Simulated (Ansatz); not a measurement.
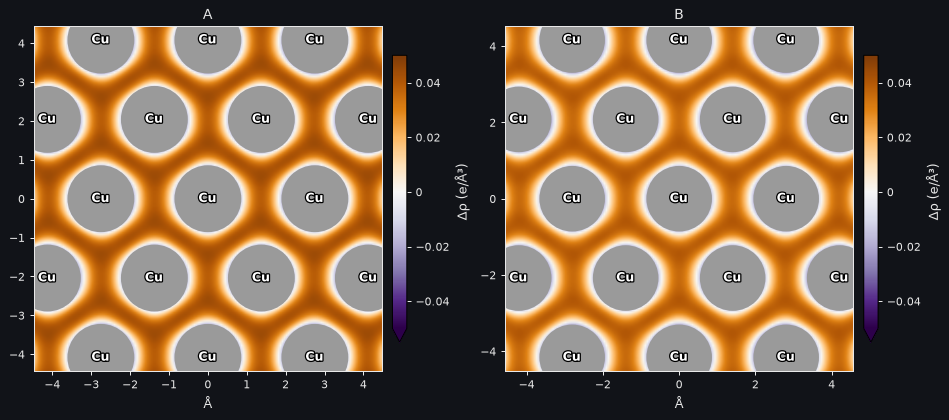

Cu: deformation density on the (110) plane of the conventional cell at two volumes, with the same fractional coordinates and one colour scale. Grey discs cover the cores. Panel B has 106 % of the volume of panel A.

Space group I4/mmm. This isn't the usual form at ambient conditions. The cell comes from a database of computed structures, not from a measurement.

Theory: DFT PBE, scalar-relativistic, plane waves, PAW in Ansatz.

How do bonds, bonding charge and pressure respond to this change of volume?

From A to B, Cu–Cu goes from 2.46 to 2.51 Å, and Δρ at its midpoint from +0.042 to +0.039 e/Å³. The pressure is 7.3 GPa in A and −1.5 GPa in B. The rearranged charge is 0.26 e an atom in A and 0.25 e in B.
